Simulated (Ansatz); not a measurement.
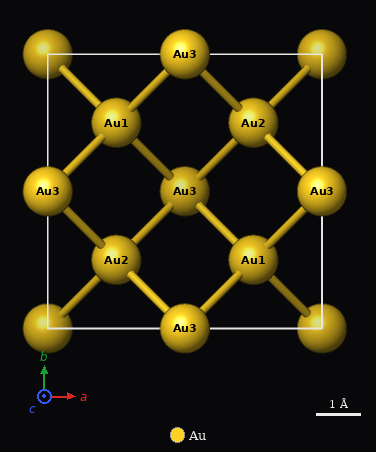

This is the input geometry for a relaxation of solid Au (a generated structure, set up in Fm-3m) (coarse preliminary run). The picture is a ball-and-stick view of the conventional cell (4 times the calculation's cell), seen along the c axis. Lengths and directions refer to the drawn axes.

All numbers below come from DFT PBE, scalar-relativistic, plane waves, PAW in Ansatz 0.2.0.

The input:
```yaml
crystal:
  lattice:
    - [0.0, 3.11671577, 3.11671577]
    - [3.11671577, 0.0, 3.11671577]
    - [3.11671577, 3.11671577, 0.0]
  atoms:
    - { symbol: Au, position: [0.25, 0.25, 0.25] }
    - { symbol: Au, position: [0.75, 0.75, 0.75] }
    - { symbol: Au, position: [0.5, 0.5, 0.5] }
basis:
  ecutwfc: 420
kpoints:
  mp_grid: { grid: [6, 6, 6] }
hamiltonian:
  xc: pbe
scf:
  occupations: { method: gaussian, width: 0.1 }
  lower_state_search: "off"
output:
  forces: true
  stress: true
  eigenvalues: true
relax:
  adjacent_minimum: "off"
  f_tol: 0.04
  max_steps: 70
  cell: { stress_tol: 0.4 }
```

Run as
```bash
ansatz run input.yaml --threads 1 --pin off --max-ram 2560MiB --backend cpu --events-out ev --progress --plain --runs-dir out
```

Where does the relaxation end?

The energy falls by 29.3 meV per atom in 1 accepted move (3 points after the start). All forces vanish by symmetry, so only the cell relaxes. Pressure: 7.56 GPa at the start and −0.29 GPa at the end. The line search rejected the trial step at point 1 of the run. At 1 point the geometry stayed and the basis and grid were re-selected for the new cell (energy shift of 0.4 meV per atom at most each time). No atom moves by more than 0.005 Å relative to the cell. Cell: a = b = c 6.233 → 6.374 Å (+2.3 %). Volume +6.9 %. Among the contacts that change: Au1–Au3 2.699 → 2.760 Å. The space group stays Fm-3m (No. 225). The run took 16 s on 1 thread of Intel(R) Xeon(R) Processor @ 2.50GHz (Skylake/Cascade Lake), with other jobs on the host, peak memory 0.36 GiB.

History of the run:

```csv
step,"E − E(0), meV/atom","pressure, GPa","volume, Å³/atom",note
0,0.00,7.56,20.184,
1,2.53,-5.73,23.127,rejected
2,-28.89,-0.27,21.585,
3,-29.27,-0.29,21.585,"same geometry, new basis"
```

Final geometry:

```
Au
1.0
     0.00000    3.18725    3.18725
     3.18725    0.00000    3.18725
     3.18725    3.18725    0.00000
Au
3
Direct
  0.25000 0.25000 0.25000
  0.75000 0.75000 0.75000
  0.50000 0.50000 0.50000
```

The end point in the same view:

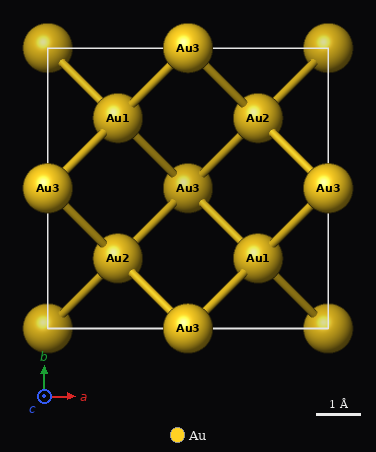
